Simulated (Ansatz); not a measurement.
Structure (in its standard cell), the end point of a relaxation with DFT, RPBE, plane waves (420 eV) with PAW, scalar-relativistic in Ansatz; the starting structure was generated, so it need not be a known form of this composition:

```cif
data_structure
_symmetry_space_group_name_H-M 'Pm-3n'
_symmetry_Int_Tables_number 223
_cell_length_a 4.5728
_cell_length_b 4.5728
_cell_length_c 4.5728
_cell_angle_alpha 90.000
_cell_angle_beta 90.000
_cell_angle_gamma 90.000
_cell_volume 95.62
loop_
_atom_site_label
_atom_site_type_symbol
_atom_site_symmetry_multiplicity
_atom_site_Wyckoff_symbol
_atom_site_fract_x
_atom_site_fract_y
_atom_site_fract_z
_atom_site_occupancy
Cr1 Cr 2 a 0.00000 0.00000 0.00000 1
Cr2 Cr 6 c 0.25000 0.00000 0.50000 1
```

> Predict the [110] zone-axis pattern (300 kV, kinematic, B = 0.3 Å²).

The spots form a rectangular net whose two shortest vectors correspond to d = 3.23 Å and 2.29 Å, 90.0° apart. They are 1 -1 0 (itself too weak to see) and 0 0 2. The pattern has symmetry 2mm. A glide plane extinguishes reflections such as 1 -1 -1, 1 -1 1, 2 -2 -1; a screw axis and a glide plane both extinguish reflections such as 0 0 1, 0 0 3, 0 0 5; reflections such as 1 -1 0, 2 -2 0, 1 -1 -4 are allowed but too weak to see at this display level.

Strongest reflections with d > 0.91 Å, one of each family (|F|² from tabulated Gaussian fits of the electron scattering factors, times a small damping for the curvature of the Ewald sphere):

| hkl | d (Å) | I (strongest = 100) |
| --- | --- | --- |
| 0 0 2 | 2.286 | 100 |
| 0 0 4 | 1.143 | 89 |
| 1 -1 2 | 1.867 | 69 |
| 2 -2 2 | 1.320 | 33 |
| 3 -3 2 | 0.975 | 14 |

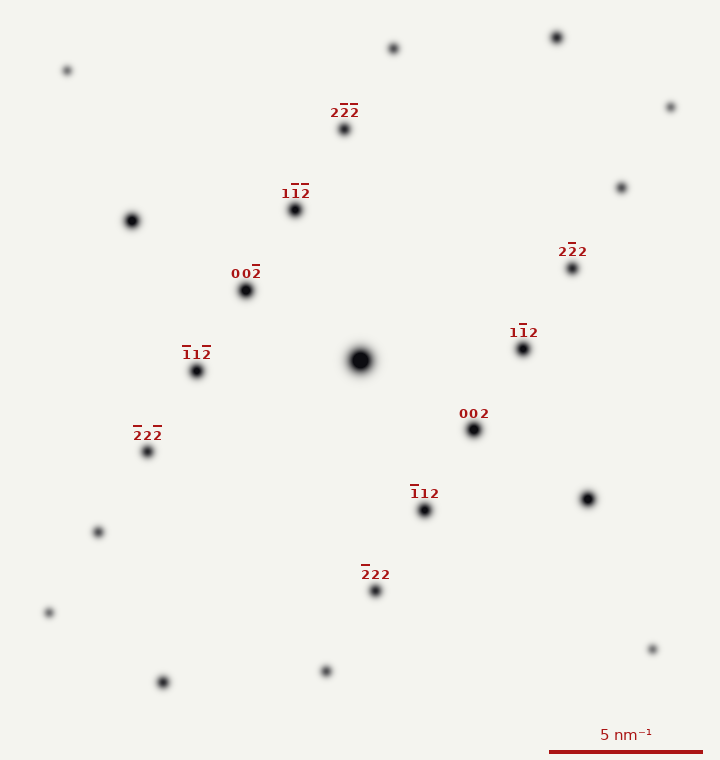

Calculated pattern, seen from the source side with [110] pointing towards the source.
